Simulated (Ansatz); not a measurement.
Pt (Im-3m, No. 229): a calculation's starting geometry; the starting structure was generated, so it need not be a known form of this composition.

```cif
data_structure
_symmetry_space_group_name_H-M 'Im-3m'
_symmetry_Int_Tables_number 229
_cell_length_a 3.1113
_cell_length_b 3.1113
_cell_length_c 3.1113
_cell_angle_alpha 90.000
_cell_angle_beta 90.000
_cell_angle_gamma 90.000
_cell_volume 30.12
loop_
_atom_site_label
_atom_site_type_symbol
_atom_site_symmetry_multiplicity
_atom_site_Wyckoff_symbol
_atom_site_fract_x
_atom_site_fract_y
_atom_site_fract_z
_atom_site_occupancy
Pt1 Pt 2 a 0.00000 0.00000 0.00000 1
```

What will a dark-field STEM-like image along [211] show? The image is simulated as a sum over atoms of Z^1.7, blurred by a 0.63 Å probe (no channelling). The probe carries 25 % of its weight in a tail 2.5 times as wide. Shot noise and the speckle of an amorphous layer were added.

The columns repeat on a rectangular net of 0.90 × 2.20 Å (plane group p2mm). All columns are alike (Pt). The shortest distance between visible columns is 0.90 Å in projection. Along the beam the structure repeats every 7.62 Å.

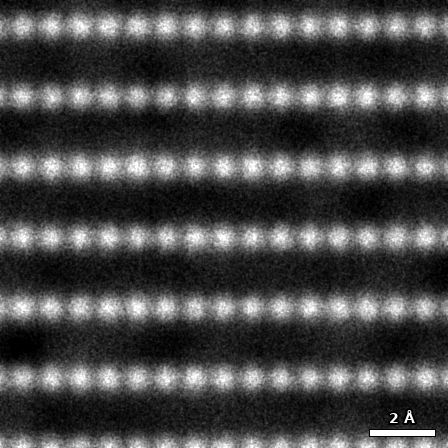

The simulated image.
